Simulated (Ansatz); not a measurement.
# HfB: a changed input and its effect

System: HfB (Fm-3m, 2 atoms in the cell).
Method of the first run: DFT PBEsol, scalar-relativistic, plane waves, PAW, no spin polarisation (Ansatz 0.2.0).

The structure derives from an entry of the Crystallography Open Database. Text and figures count atoms from 1; the logs count them from 0 in places.

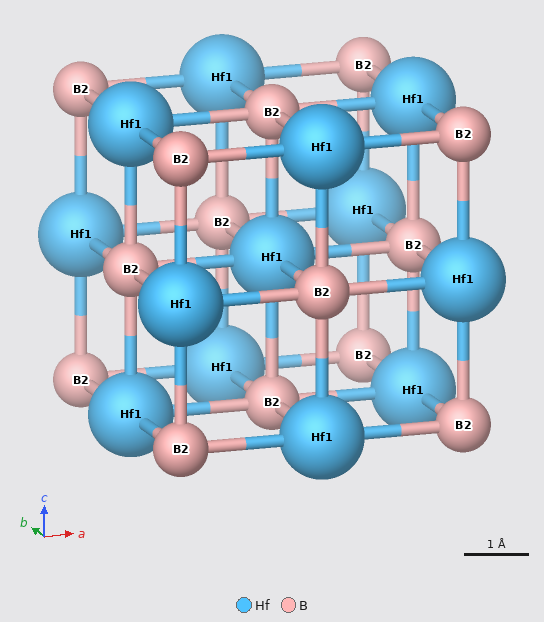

The structure as given in the input (ball-and-stick view of the cell 4 times as large as that of the calculation, set on its symmetry axes, seen slightly off an axis; atoms are numbered from 1 in the order of the input). Near neighbours in the crystal (not all of them lie inside the picture): Hf has 6 B at 2.36 Å; B has 6 Hf at 2.36 Å.

### Input, the first run
```yaml
crystal:
  lattice:
    - [0.0, 2.3630838, 2.3630838]
    - [2.3630838, 0.0, 2.3630838]
    - [2.3630838, 2.3630838, 0.0]
  atoms:
    - { symbol: Hf, position: [0.5, 0.5, 0.5] }
    - { symbol: B, position: [0.0, 0.0, 0.0] }
basis:
  ecutwfc: 420
kpoints:
  mp_grid: { grid: [16, 16, 16] }
hamiltonian:
  xc: pbesol
scf:
  occupations: { method: gaussian, width: 0.1 }
output:
  forces: true
  stress: true
  eigenvalues: true
```

Hardware: 1 thread of an x86-64 CPU, shared host.

### Output, shortened to warnings, some set-up lines, iterations and results (the first run)
```
Basis set: ecut = 420 eV, 531 PW (Γ), exchange–correlation on 48×48×48 points (8 copies of the dense FFT grid, shifted against one another)
Symmetry: 48 space group operations
k-points: 145 of 4096
Initial density: superposition of atomic densities (neutral atoms: chi_scale 0, normalization atom), corrected by the library's trained network
[...]
SCF iter   1: F=—  HF=-15751.546545 eV  |F-HF|=—  |Δ(HF+E_count)|=         —  Δρ=5.65e-3  dr2=1.14e-2  ethr=1.77e-3  ⟨swp⟩=4.4  Hψ=10943  notcnv=0
SCF iter   2: F=—  HF=-15751.543863 eV  |F-HF|=—  |Δ(HF+E_count)|=   2.68e-3  Δρ=3.13e-3  dr2=3.41e-3  ethr=3.93e-5  ⟨swp⟩=1.1  Hψ=3932  notcnv=0
SCF iter   3: F=—  HF=-15751.542875 eV  |F-HF|=—  |Δ(HF+E_count)|=   9.88e-4  Δρ=5.23e-4  dr2=5.97e-5  ethr=1.18e-5  ⟨swp⟩=2.8  Hψ=4069  notcnv=0  defer=3
SCF iter   4: F=—  HF=-15751.542831 eV  |F-HF|=—  |Δ(HF+E_count)|=   4.45e-5  Δρ=3.49e-4  dr2=3.63e-5  ethr=2.06e-7  ⟨swp⟩=2.5  Hψ=5042  notcnv=0  defer=3
SCF iter   5: F=—  HF=-15751.542817 eV  |F-HF|=—  |Δ(HF+E_count)|=   1.31e-5  Δρ=1.61e-4  dr2=7.98e-6  ethr=1.25e-7  ⟨swp⟩=2.6  Hψ=4768  notcnv=0  defer=3
SCF iter   6: F=—  HF=-15751.542811 eV  |F-HF|=—  |Δ(HF+E_count)|=   6.43e-6  Δρ=3.59e-5  dr2=3.84e-7  ethr=2.75e-8  ⟨swp⟩=2.0  Hψ=4773  notcnv=0  defer=3
SCF iter   7: F=-15751.542810 eV  HF=-15751.542810 eV  |F-HF|=3.70e-9  |Δ(HF+E_count)|=   8.06e-7  Δρ=6.13e-6  dr2=8.53e-9  ethr=3.45e-10  ⟨swp⟩=7.0  Hψ=13669  notcnv=0
SCF 1 converged in 7 iterations: F = -15751.542810 eV  dr2 = 8.53e-9
SCF converged after 7 iterations
Free energy (F): -15751.542810 eV
Harris-Foulkes:  -15751.542810 eV  (|F-HF|=3.70e-9)
Internal energy: -15751.538635 eV  (E = F + TS)
E sigma→0 (E₀):  -15751.540723 eV
Entropy (-TS):   -0.004175 eV (-2.087 meV/atom)
Fermi energy:    18.150586 eV
--- Per-component energies (eV) ---
  E_band       = 71.368765
  E_kinetic    = 473.688235
  E_local      = -5200.780955  (includes V_loc(G=0)·N_el)
  E_nonlocal   = -1224.975312
  E_hartree    = 2457.177350
  E_xc         = -330.729681
  E_vxc        = -305.472517  (∫ρ·V_xc dr)
  E_paw        = -6883.786777  (= ΣΔE_a)
  E_vpaw       = 1414.548472  (= ΣTr[D̂ρ^β])
  E_aug_tail   = -0.000005  (compensation charges beyond the density's cutoff)
  E_ewald      = -5043.397293
  E_core_change = 1.265803  (= ΣΔE_core)
  E_smearing   = -0.004175  (= −TS)
  E_closure    = -0.000000  (closes the sum)
  Σ components = -15751.542810   (vs F -15751.542810, Δ=0.00e0)
--- Forces (eV/Å), atoms counted from 1 ---
  atom   1  Hf     0.00000000    -0.00000000    -0.00000000
  atom   2  B     -0.00000000     0.00000000     0.00000000
  max |Σ_I F_I| component: 1.32e-28 eV/Å
--- Stress (GPa, compression-positive) ---
        7.473987       0.000000      -0.000000
        0.000000       7.473987      -0.000000
        0.000000      -0.000000       7.473987
  P = ⅓ Tr σ = 7.4740 GPa (74.740 kbar)
```

For the second run the input was changed thus:
```diff
-    - [0.0, 2.3630838, 2.3630838]
-    - [2.3630838, 0.0, 2.3630838]
-    - [2.3630838, 2.3630838, 0.0]
+    - [0.0, 2.31, 2.31]
+    - [2.31, 0.0, 2.31]
+    - [2.31, 2.31, 0.0]
-  mp_grid: { grid: [16, 16, 16] }
+  mp_grid: { grid: [6, 6, 6] }
```

How does the second run compare with the first run?

With the same functional and potentials, the second run lies 73.2 meV per atom higher (other lines of the input change too). The pressure goes from 7.47 to 23.56 GPa. The volume per atom goes from 13.20 to 12.33 Å³. The SCF takes 6 iterations against 7. The irreducible k-points go from 145 to 16.

### Output, shortened to warnings, some set-up lines, iterations and results (the second run)
```
Basis set: ecut = 420 eV, 531 PW (Γ), exchange–correlation on 48×48×48 points (8 copies of the dense FFT grid, shifted against one another)
Symmetry: 48 space group operations
k-points: 16 of 216
Initial density: superposition of atomic densities (neutral atoms: chi_scale 0, normalization atom), corrected by the library's trained network
[...]
SCF iter   1: F=—  HF=-15751.400458 eV  |F-HF|=—  |Δ(HF+E_count)|=         —  Δρ=6.28e-3  dr2=1.22e-2  ethr=1.77e-3  ⟨swp⟩=5.1  Hψ=1253  notcnv=0
SCF iter   2: F=—  HF=-15751.396578 eV  |F-HF|=—  |Δ(HF+E_count)|=   3.88e-3  Δρ=1.67e-3  dr2=5.51e-4  ethr=4.21e-5  ⟨swp⟩=1.9  Hψ=501  notcnv=0  defer=2
SCF iter   3: F=—  HF=-15751.396511 eV  |F-HF|=—  |Δ(HF+E_count)|=   6.69e-5  Δρ=7.34e-4  dr2=7.54e-5  ethr=1.90e-6  ⟨swp⟩=2.1  Hψ=517  notcnv=0  defer=2
SCF iter   4: F=—  HF=-15751.396500 eV  |F-HF|=—  |Δ(HF+E_count)|=   1.09e-5  Δρ=2.72e-4  dr2=9.93e-6  ethr=2.60e-7  ⟨swp⟩=2.1  Hψ=522  notcnv=0  defer=2
SCF iter   5: F=—  HF=-15751.396503 eV  |F-HF|=—  |Δ(HF+E_count)|=   2.10e-6  Δρ=6.74e-5  dr2=4.32e-7  ethr=3.43e-8  ⟨swp⟩=2.1  Hψ=515  notcnv=0  defer=2
SCF iter   6: F=-15751.396503 eV  HF=-15751.396503 eV  |F-HF|=2.90e-9  |Δ(HF+E_count)|=   4.73e-7  Δρ=3.05e-6  dr2=7.57e-10  ethr=3.45e-10  ⟨swp⟩=7.3  Hψ=1565  notcnv=0
SCF 1 converged in 6 iterations: F = -15751.396503 eV  dr2 = 7.57e-10
SCF converged after 6 iterations
Free energy (F): -15751.396503 eV
Harris-Foulkes:  -15751.396503 eV  (|F-HF|=2.90e-9)
Internal energy: -15751.388182 eV  (E = F + TS)
E sigma→0 (E₀):  -15751.392342 eV
Entropy (-TS):   -0.008321 eV (-4.161 meV/atom)
Fermi energy:    19.323120 eV
--- Per-component energies (eV) ---
  E_band       = 117.557771
  E_kinetic    = 478.753760
  E_local      = -5019.715969  (includes V_loc(G=0)·N_el)
  E_nonlocal   = -1224.144199
  E_hartree    = 2389.335560
  E_xc         = -332.540395
  E_vxc        = -307.812575  (∫ρ·V_xc dr)
  E_paw        = -6885.048172  (= ΣΔE_a)
  E_vpaw       = 1411.807221  (= ΣTr[D̂ρ^β])
  E_aug_tail   = -0.000005  (compensation charges beyond the density's cutoff)
  E_ewald      = -5159.294563
  E_core_change = 1.265803  (= ΣΔE_core)
  E_smearing   = -0.008321  (= −TS)
  E_closure    = -0.000000  (closes the sum)
  Σ components = -15751.396503   (vs F -15751.396503, Δ=0.00e0)
--- Forces (eV/Å), atoms counted from 1 ---
  atom   1  Hf     0.00000000    -0.00000000    -0.00000000
  atom   2  B     -0.00000000     0.00000000     0.00000000
  max |Σ_I F_I| component: 1.20e-28 eV/Å
--- Stress (GPa, compression-positive) ---
       23.558330      -0.000000      -0.000000
        0.000000      23.558330      -0.000000
       -0.000000       0.000000      23.558330
  P = ⅓ Tr σ = 23.5583 GPa (235.583 kbar)
```

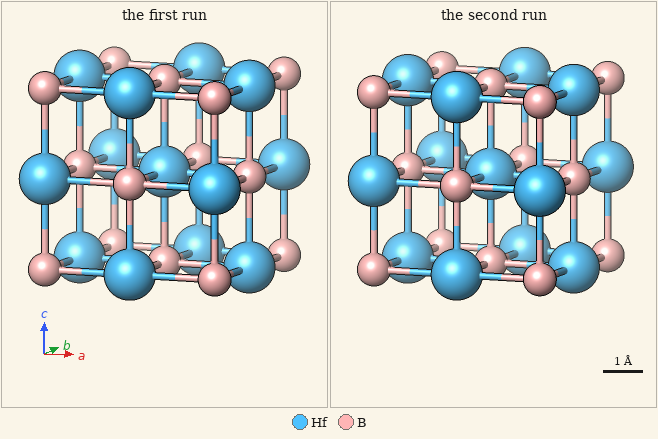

The two input geometries at one scale (ball-and-stick view of the cell 4 times as large as that of the calculation, set on its symmetry axes, seen slightly off an axis). No atom moves by more than 0.005 Å relative to the cell. The drawn cell changes as follows: a = b = c 4.726 → 4.620 Å (−2.2 %); the volume changes by −6.6 %. Among the contacts that change: B–Hf 2.363 → 2.310 Å.

### The two runs side by side

| quantity | the first run | the second run |
| --- | --- | --- |
| outcome | converged | converged |
| free energy per atom (eV) | −7875.7714 | −7875.6983 |
| energy per atom, smearing taken to zero (eV) | −7875.7704 | −7875.6962 |
| gap on the mesh (eV) | 0.00 | 0.00 |
| pressure (GPa) | 7.47 | 23.56 |
| volume per atom (Å³) | 13.20 | 12.33 |
| largest force (eV/Å) | 0.000 | 0.000 |
| SCF iterations | 7 | 6 |
| irreducible k-points | 145 | 16 |
| plane waves at Γ | 531 | 531 |
| wall time (shared host) | 3.9 s | 0.98 s |

For both runs: Spin–orbit coupling is left out, which matters for Hf. For the first run: The cell is under a pressure of 7.5 GPa at this level, so it is not at its equilibrium volume. For the second run: The cell is under a pressure of 24 GPa at this level, so it is not at its equilibrium volume.
